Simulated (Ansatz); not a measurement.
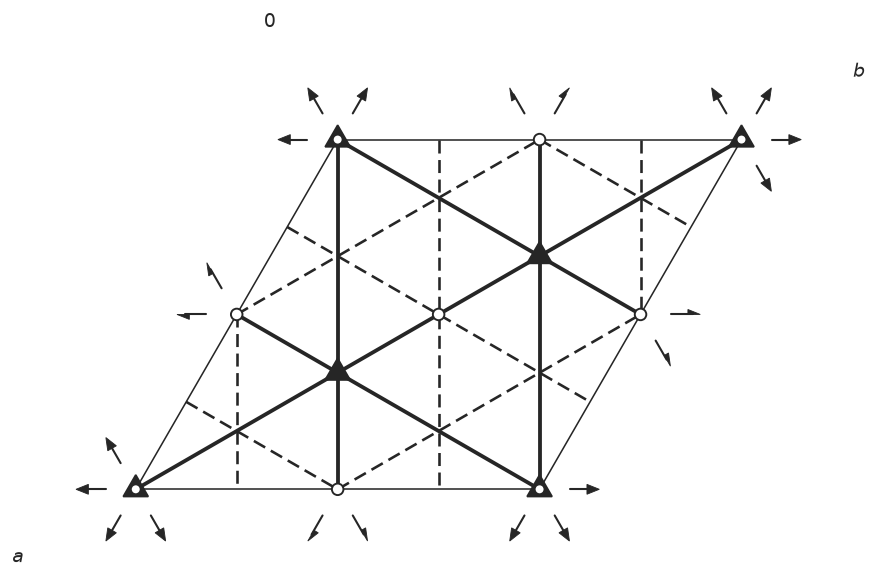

Symmetry elements of a space group, projected down c, computed from the operations of a computed or model structure of composition HfS2.

Symbols follow the International Tables: origin at the upper left, the third axis towards the viewer; heavy, dashed, dotted, dash-dotted and dash-dot-dot lines are mirror, in-plane glide, out-of-plane glide, diagonal (n; with arrows d) and double (e) glide planes seen edge on; arrows at the rim are 2 (full head) and 2₁ (half head) axes in the plane; the corner sign is a plane parallel to the page; fractions are heights. Handed screw axes carry their printed symbol instead of tails.

**Give the Hermann–Mauguin symbol and number.**

No. 164, P-3m1; primitive trigonal (hexagonal lattice), point group -3m, 12 general positions a cell.

**List the elements shown.**

−3 axes along c at (0, 0); 3 axes along c at (1/3, 2/3), (2/3, 1/3); inversion centres at (0, 0), (0, 1/2), (1/2, 0), (1/2, 1/2); mirror planes holding c and [1 2 0] or [2 1 0] or [−1 1 0]; in-plane glide planes holding c and [1 2 0] or [2 1 0] or [−1 1 0]; 2 axes along [1 1 0] at height 0; 2 axes along a at height 0; 2 axes along b at height 0; 2₁ axes along [1 1 0] at height 0; 2₁ axes along a at height 0; 2₁ axes along b at height 0. Heights repeat every half period; positions are (a, b) fractions, modulo 1.
